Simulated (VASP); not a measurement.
**Run report: Cu2O, band-structure calculation**

The run: band-structure calculation of Cu2O (P4₂/nnm, 6 atoms in the cell). Method and program: DFT, PBE, plane waves, PAW (VASP 6.6.1).

The structure derives from a Materials Project entry. The geometry comes from this level: r2SCAN (a point of a series of strains). It belongs to a series of runs on one base structure; here: uniaxial_z strain -1.0%.

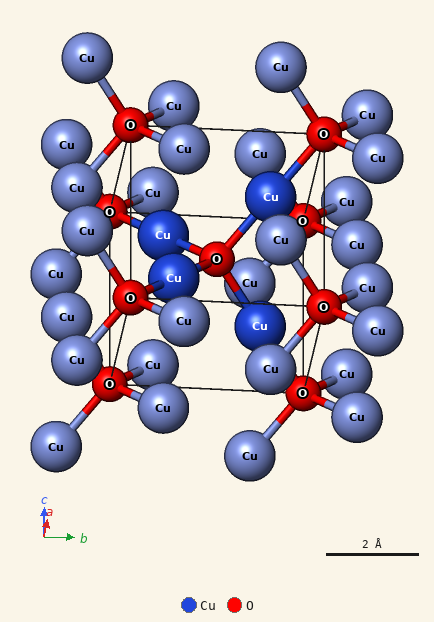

*The input geometry (ball-and-stick view of the cell of the calculation, seen at an oblique angle; neighbours outside the cell are drawn fainter). An atom can appear more than once, as a periodic image.*

Near neighbours in the periodic cell (some may lie outside the picture): Cu has 2 O at 1.83 Å; O has 4 Cu at 1.83 Å.

**Results in brief**

- outcome: converged
- space group (tolerance 0.01 Å): P4₂/nnm (134)
- electrons treated: 56
- free energy: −27.2010 eV
- Fermi energy: 5.307 eV
- band gap: 0.57 eV
- pressure: 6.73 GPa
- largest force (length of the vector): under 0.001 eV/Å
- hardware: 1 CPU thread, shared host
- wall time: 100 s
- peak memory: 0.27 GiB

**Notes**

The cell is under a pressure of 6.7 GPa at this level, so it is not at its equilibrium volume.

**INCAR**
```
ENCUT = 520.000000
SIGMA = 0.020000
EDIFF = 1.00e-07
GGA = PE
PREC = Accurate
IBRION = -1
ISIF = 2
ISMEAR = -1
NBANDS = 37
NELM = 120
NSW = 0
LASPH = .TRUE.
LCHARG = .TRUE.
LELF = .TRUE.
LWAVE = .FALSE.
LREAL = .FALSE.
```

**KPOINTS**
```
KPOINTS created by Atomic Simulation Environment
0
Gamma
6 6 6
0 0 0
```

**KPOINTS_OPT**
```
special points
4
Reciprocal
0.0000000000 0.0000000000 0.0000000000 1
0.0000000000 0.5000000000 0.0000000000 1
0.5000000000 0.5000000000 0.0000000000 1
0.5000000000 0.5000000000 0.5000000000 1
```

**POSCAR**
```
Cu O
 1.0000000000000000
     4.2460802981999999    0.0000000000000000    0.0000000000000000
     0.0000000000000000    4.2460802981999999    0.0000000000000000
     0.0000000000000000    0.0000000000000000    4.2036194951999999
 Cu  O
   4   2
Cartesian
  1.0615200745500000  1.0615200745500000  3.1527146213999999
  3.1845602236500006  1.0615200745500000  1.0509048738000000
  1.0615200745500000  3.1845602236500006  1.0509048738000000
  3.1845602236500006  3.1845602236500006  3.1527146213999999
  2.1230401490999999  2.1230401490999999  2.1018097475999999
  0.0000000000000000  0.0000000000000000  0.0000000000000000
```

Run as:
```bash
mpirun -np 1 vasp_std
```

**OSZICAR**
```
N       E                     dE             d eps       ncg     rms          rms(c)
DAV:   1     0.543213532213E+03    0.54321E+03   -0.24904E+04  2976   0.240E+03
DAV:   2     0.608047320987E+02   -0.48241E+03   -0.45786E+03  2985   0.453E+02
DAV:   3    -0.279122213063E+02   -0.88717E+02   -0.84412E+02  3713   0.216E+02
DAV:   4    -0.333152647469E+02   -0.54030E+01   -0.53235E+01  4208   0.607E+01
DAV:   5    -0.333742640513E+02   -0.58999E-01   -0.58974E-01  3981   0.744E+00    0.186E+01
DAV:   6    -0.303141017397E+02    0.30602E+01   -0.51913E+01  3956   0.134E+02    0.122E+01
DAV:   7    -0.271518760857E+02    0.31622E+01   -0.13583E+01  3878   0.861E+01    0.312E+00
DAV:   8    -0.272295326072E+02   -0.77657E-01   -0.15035E+00  3592   0.690E+00    0.164E+00
DAV:   9    -0.272078892213E+02    0.21643E-01   -0.82592E-02  4008   0.381E+00    0.618E-01
DAV:  10    -0.272019609155E+02    0.59283E-02   -0.33946E-02  4003   0.280E+00    0.267E-01
DAV:  11    -0.272010857232E+02    0.87519E-03   -0.56365E-03  4754   0.878E-01    0.718E-02
DAV:  12    -0.272010211742E+02    0.64549E-04   -0.84043E-04  4004   0.290E-01    0.171E-02
DAV:  13    -0.272010289686E+02   -0.77945E-05   -0.80471E-05  4028   0.136E-01    0.766E-03
DAV:  14    -0.272010282663E+02    0.70230E-06   -0.92410E-06  3723   0.575E-02    0.229E-03
DAV:  15    -0.272010281519E+02    0.11444E-06   -0.19145E-06  4152   0.135E-02    0.130E-03
DAV:  16    -0.272010281119E+02    0.39958E-07   -0.87514E-08  1820   0.394E-03
   1 F= -.27201028E+02 E0= -.27201028E+02  d E =-.528009E-08
       N       E                     dE             ncg
DAV:   1     0.677924386776E+04   -0.26787E+04      296
DAV:   2     0.490715727375E+04   -0.18721E+04      296
DAV:   3     0.457734720214E+04   -0.32981E+03      337
DAV:   4     0.455298330389E+04   -0.24364E+02      403
DAV:   5     0.455265486897E+04   -0.32843E+00      379
DAV:   6     0.455264861286E+04   -0.62561E-02      395
DAV:   7     0.455264845918E+04   -0.15368E-03      387
DAV:   8     0.455264845541E+04   -0.37701E-05      379
DAV:   9     0.455264845521E+04   -0.20410E-06      270
DAV:  10     0.455264845520E+04   -0.10096E-07      209
```

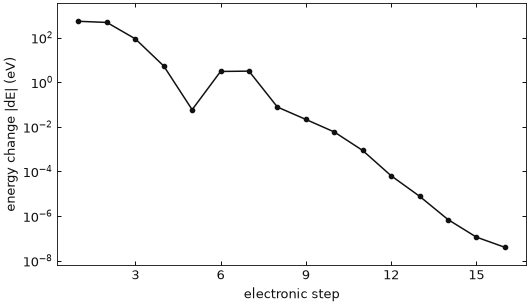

*Convergence of the self-consistent field: energy change |dE| against the electronic step.*

It takes 16 electronic steps. The density is held fixed in the first few steps, and dE rises again when its update begins.

**Parts of OUTCAR**
```
k-points           NKPTS =     40   k-points in BZ     NKDIM =     40   number of bands    NBANDS=     37

   NELECT =      56.0000    total number of electrons

   dimension x,y,z NGX =    32 NGY =   32 NGZ =   32
   dimension x,y,z NGXF=    64 NGYF=   64 NGZF=   64

  energy-cutoff  :      520.00
  volume of cell :       75.79
      direct lattice vectors                 reciprocal lattice vectors
     4.246080298  0.000000000  0.000000000     0.235511326  0.000000000  0.000000000
     0.000000000  4.246080298  0.000000000     0.000000000  0.235511326  0.000000000
     0.000000000  0.000000000  4.203619495     0.000000000  0.000000000  0.237890228

 k-points in reciprocal lattice and weights: KPOINTS created by Atomic Simulation Env
   0.00000000  0.00000000  0.00000000       0.005
   0.16666667  0.00000000  0.00000000       0.019
   0.33333333  0.00000000  0.00000000       0.019
   0.50000000  0.00000000  0.00000000       0.009
   0.16666667  0.16666667  0.00000000       0.019
   0.33333333  0.16666667  0.00000000       0.037
   0.50000000  0.16666667  0.00000000       0.019
   0.33333333  0.33333333  0.00000000       0.019
   0.50000000  0.33333333  0.00000000       0.019
   0.50000000  0.50000000  0.00000000       0.005
   0.00000000  0.00000000  0.16666667       0.009
   0.16666667  0.00000000  0.16666667       0.037
   0.33333333  0.00000000  0.16666667       0.037
   0.50000000  0.00000000  0.16666667       0.019
   0.16666667  0.16666667  0.16666667       0.037
   0.33333333  0.16666667  0.16666667       0.074
   0.50000000  0.16666667  0.16666667       0.037
   0.33333333  0.33333333  0.16666667       0.037
   0.50000000  0.33333333  0.16666667       0.037
   0.50000000  0.50000000  0.16666667       0.009
   0.00000000  0.00000000  0.33333333       0.009
   0.16666667  0.00000000  0.33333333       0.037
   0.33333333  0.00000000  0.33333333       0.037
   0.50000000  0.00000000  0.33333333       0.019
   0.16666667  0.16666667  0.33333333       0.037
   0.33333333  0.16666667  0.33333333       0.074
   0.50000000  0.16666667  0.33333333       0.037
   0.33333333  0.33333333  0.33333333       0.037
   0.50000000  0.33333333  0.33333333       0.037
   0.50000000  0.50000000  0.33333333       0.009
   0.00000000  0.00000000  0.50000000       0.005
   0.16666667  0.00000000  0.50000000       0.019
   0.33333333  0.00000000  0.50000000       0.019
   0.50000000  0.00000000  0.50000000       0.009
   0.16666667  0.16666667  0.50000000       0.019
   0.33333333  0.16666667  0.50000000       0.037
   0.50000000  0.16666667  0.50000000       0.019
   0.33333333  0.33333333  0.50000000       0.019
   0.50000000  0.33333333  0.50000000       0.019
   0.50000000  0.50000000  0.50000000       0.005

 E-fermi :   5.3073

 k-point     1 :       0.0000    0.0000    0.0000
  band No.  band energies     occupation
      1     -15.3264      2.00000
      2     -14.5494      2.00000
      3      -2.4342      2.00000
      4      -2.4342      2.00000
      5      -2.3914      2.00000
      6       0.0097      2.00000
      7       0.0724      2.00000
      8       0.0724      2.00000
      9       0.0973      2.00000
     10       1.8785      2.00000
     11       1.8806      2.00000
     12       2.0088      2.00000
     13       2.0088      2.00000
     14       2.0246      2.00000
     15       2.9045      2.00000
     16       2.9312      2.00000
     17       3.0270      2.00000
     18       3.0270      2.00000
     19       3.0508      2.00000
     20       3.1844      2.00000
     21       3.1845      2.00000
     22       3.1845      2.00000
     23       3.3762      2.00000
     24       3.3762      2.00000
     25       3.3857      2.00000
     26       4.9926      2.00000
     27       4.9926      2.00000
     28       5.0179      2.00000
     29       5.5854      0.00000
     30       6.1383      0.00000
     31       6.2313      0.00000
     32      13.0242      0.00000
     33      13.0242      0.00000
     34      13.1714      0.00000
     35      14.3502      0.00000
     36      14.3502      0.00000
     37      14.4699      0.00000

 k-point     2 :       0.1667    0.0000    0.0000
  band No.  band energies     occupation
      1     -15.2738      2.00000
      2     -14.6004      2.00000
      3      -2.3603      2.00000
      4      -2.3286      2.00000
      5      -2.2876      2.00000
      6      -0.5331      2.00000
      7      -0.1977      2.00000
      8      -0.1732      2.00000
      9       0.4707      2.00000
     10       1.9296      2.00000
     11       2.0101      2.00000
     12       2.0427      2.00000
     13       2.2080      2.00000
     14       2.2211      2.00000
     15       2.8971      2.00000
     16       2.9464      2.00000
     17       2.9669      2.00000
     18       3.0717      2.00000
     19       3.0852      2.00000
     20       3.0870      2.00000
     21       3.2381      2.00000
     22       3.2417      2.00000
     23       3.2450      2.00000
     24       3.3539      2.00000
     25       3.3626      2.00000
     26       4.0938      2.00000
     27       4.9243      2.00000
     28       4.9460      2.00000
     29       5.8282      0.00000
     30       6.6484      0.00000
     31       7.1234      0.00000
     32      12.5503      0.00000
     33      12.8924      0.00000
     34      13.0181      0.00000
     35      13.0325      0.00000
     36      13.7565      0.00000
     37      13.8837      0.00000

 k-point     3 :       0.3333    0.0000    0.0000
  band No.  band energies     occupation
      1     -15.1309      2.00000
      2     -14.7416      2.00000
      3      -2.1306      2.00000
      4      -2.0428      2.00000
      5      -2.0088      2.00000
      6      -1.1757      2.00000
      7      -0.7267      2.00000
      8      -0.7027      2.00000
      9       0.9228      2.00000
     10       1.9149      2.00000
     11       2.0846      2.00000
     12       2.3218      2.00000
     13       2.5362      2.00000
     14       2.5444      2.00000
     15       2.7140      2.00000
     16       2.7826      2.00000
     17       2.8718      2.00000
     18       2.9988      2.00000
     19       3.0236      2.00000
     20       3.0261      2.00000
     21       3.1521      2.00000
     22       3.2011      2.00000
     23       3.2808      2.00000
     24       3.2868      2.00000
     25       3.5474      2.00000
     26       3.5560      2.00000
     27       4.7413      2.00000
     28       4.7533      2.00000
     29       6.4864      0.00000
     30       7.7351      0.00000
     31       7.7826      0.00000
     32      11.0353      0.00000
     33      12.6362      0.00000
     34      12.7229      0.00000
     35      12.7433      0.00000
     36      13.0020      0.00000
     37      13.1078      0.00000

 k-point     4 :       0.5000    0.0000    0.0000
  band No.  band energies     occupation
      1     -14.9358      2.00000
      2     -14.9358      2.00000
      3      -1.7826      2.00000
      4      -1.7826      2.00000
      5      -1.7324      2.00000
      6      -1.7324      2.00000
      7      -1.0572      2.00000
      8      -1.0572      2.00000
      9       1.4781      2.00000
     10       1.4781      2.00000
     11       2.3494      2.00000
     12       2.3494      2.00000
     13       2.5447      2.00000
     14       2.5447      2.00000
     15       2.7507      2.00000
     16       2.7507      2.00000
     17       2.8995      2.00000
     18       2.8995      2.00000
     19       2.8997      2.00000
     20       2.8997      2.00000
     21       3.0738      2.00000
     22       3.0738      2.00000
     23       3.2664      2.00000
     24       3.2664      2.00000
     25       3.7675      2.00000
     26       3.7675      2.00000
     27       4.6000      2.00000
     28       4.6000      2.00000
     29       7.3128      0.00000
     30       7.3128      0.00000
     31       9.2374      0.00000
     32       9.2374      0.00000
     33      12.5410      0.00000
     34      12.5410      0.00000
     35      12.7804      0.00000
     36      12.7804      0.00000
     37      14.3504      0.00000

 k-point     5 :       0.1667    0.1667    0.0000
  band No.  band energies     occupation
      1     -15.2272      2.00000
      2     -14.6435      2.00000
      3      -2.4552      2.00000
      4      -2.2009      2.00000
      5      -2.0755      2.00000
      6      -0.9401      2.00000
      7      -0.3640      2.00000
      8      -0.1739      2.00000
      9       0.5953      2.00000
     10       1.9771      2.00000
     11       2.0631      2.00000
     12       2.1265      2.00000
     13       2.2554      2.00000
     14       2.3707      2.00000
     15       2.8830      2.00000
     16       2.9273      2.00000
     17       2.9457      2.00000
     18       2.9862      2.00000
     19       3.1201      2.00000
     20       3.1781      2.00000
     21       3.1818      2.00000
     22       3.1911      2.00000
     23       3.2374      2.00000
     24       3.2851      2.00000
     25       3.3621      2.00000
     26       3.9990      2.00000
     27       4.5652      2.00000
     28       4.8778      2.00000
     29       6.0521      0.00000
     30       7.1776      0.00000
     31       7.4986      0.00000
     32      11.7002      0.00000
     33      11.8211      0.00000
     34      12.9104      0.00000
     35      13.3358      0.00000
     36      13.8280      0.00000
     37      13.9878      0.00000

 [... the levels of 34 k-points are left out ...]

 k-point    40 :       0.5000    0.5000    0.5000
  band No.  band energies     occupation
      1     -15.1379      2.00000
      2     -14.6312      2.00000
      3      -2.3216      2.00000
      4      -2.3216      2.00000
      5      -2.3044      2.00000
      6      -0.8299      2.00000
      7      -0.8299      2.00000
      8      -0.8277      2.00000
      9       1.6663      2.00000
     10       1.6663      2.00000
     11       1.6830      2.00000
     12       2.3836      2.00000
     13       2.4104      2.00000
     14       2.6187      2.00000
     15       2.6366      2.00000
     16       2.6366      2.00000
     17       2.9878      2.00000
     18       2.9878      2.00000
     19       2.9932      2.00000
     20       3.1942      2.00000
     21       3.1942      2.00000
     22       3.2005      2.00000
     23       3.3190      2.00000
     24       3.3286      2.00000
     25       3.9921      2.00000
     26       4.4086      2.00000
     27       4.4170      2.00000
     28       4.4170      2.00000
     29       7.4125      0.00000
     30       7.4125      0.00000
     31       7.4769      0.00000
     32       9.9603      0.00000
     33       9.9603      0.00000
     34       9.9791      0.00000
     35      12.1444      0.00000
     36      12.9311      0.00000
     37      18.9445      0.00000

  Total        3.1625058      3.1625058      3.2219980      0.0000000      0.0000000      0.0000000
  in kB       66.8562651     66.8562651     68.1139467      0.0000000      0.0000000      0.0000000
  external PRESSURE =      67.2754923 kB  Pullay stress =       0.0000000 kB

 POSITION                                       TOTAL-FORCE (eV/Angst)
 -----------------------------------------------------------------------------------
      1.06152      1.06152      3.15271         0.000000      0.000000      0.000000
      3.18456      1.06152      1.05090        -0.000000     -0.000000     -0.000000
      1.06152      3.18456      1.05090        -0.000000      0.000000     -0.000000
      3.18456      3.18456      3.15271         0.000000     -0.000000     -0.000000
      2.12304      2.12304      2.10181        -0.000000     -0.000000      0.000000
      0.00000      0.00000      0.00000        -0.000000     -0.000000      0.000000
 -----------------------------------------------------------------------------------
    total drift:                               -0.000000      0.000000     -0.000000

  FREE ENERGIE OF THE ION-ELECTRON SYSTEM (eV)
  ---------------------------------------------------
  free  energy   TOTEN  =       -27.2010281119 eV

  energy  without entropy=      -27.2010281066  energy(sigma->0) =      -27.20102811
```

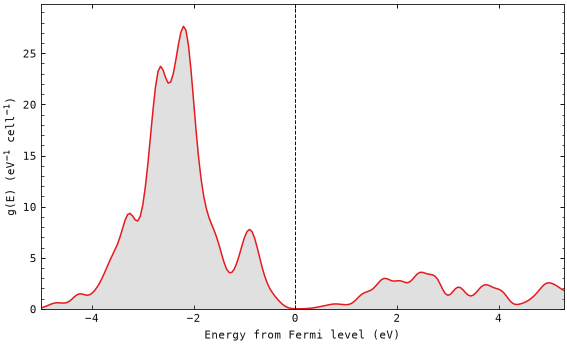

*Density of states (the curve is built from the levels of the k mesh with Gaussians 0.3 eV wide, which also blur the band edges), with energies from the Fermi level.*

Small ripples come from the finite k-point mesh.
